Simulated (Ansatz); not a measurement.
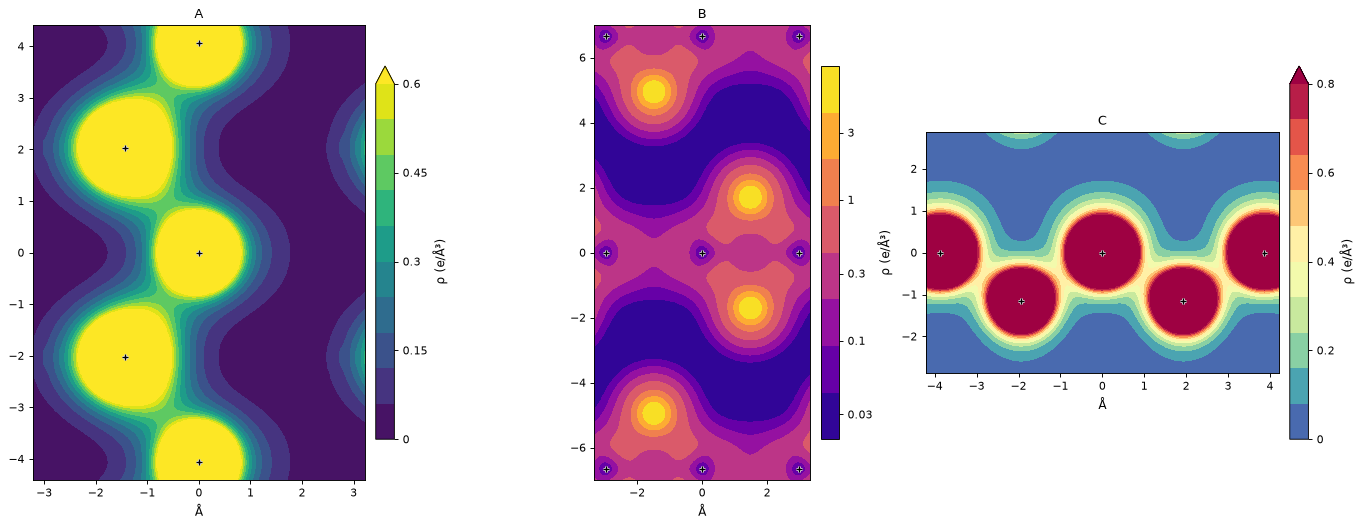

The valence charge density (pseudo) of 3 systems, each on a plane through atoms (crosses mark nuclei in the plane).

Theory: DFT PBE, scalar-relativistic, plane waves, PAW (Ansatz).

System 1: SiSe₂, the (11̄0) plane of the conventional cell. Space group Ibam; started from the SiSe2 prototype; changed on purpose from its base cell (volume × 1.040).

```xyz
12
Lattice="6.8281 0.0000 0.0000 0.0000 11.4167 0.0000 0.0000 0.0000 5.9364" Properties=species:S:1:pos:R:3 pbc="T T T"
Si    0.0000    0.0000    1.4841
Si    3.4141    5.7084    4.4523
Si    0.0000    0.0000    4.4523
Si    3.4141    5.7084    1.4841
Se    5.5761    1.2362    0.0000
Se    2.1621    6.9446    2.9682
Se    1.2520   10.1805    0.0000
Se    4.6661    4.4722    2.9682
Se    1.2520    1.2362    2.9682
Se    4.6661    6.9446    0.0000
Se    2.1621    4.4722    0.0000
Se    5.5761   10.1805    2.9682
```

System 2: SnO, the (100) plane of the conventional cell. Space group P4/nmm; started from the SnO prototype.

System 3: GaAs, the (101) plane of the conventional cell. Space group F-43m; started from the GaAs prototype.

Q: Match each panel to its system.

A: Panel A is system 3, GaAs: the plane holds Ga and As. Ga–As (2.49 Å): the density is about 0.47 e/Å³ at the midpoint. Panel B is system 1, SiSe₂: the plane holds Si. Panel C is system 2, SnO: the plane holds Sn and O. Sn–O (2.25 Å): the density is about 0.44 e/Å³ at the midpoint.
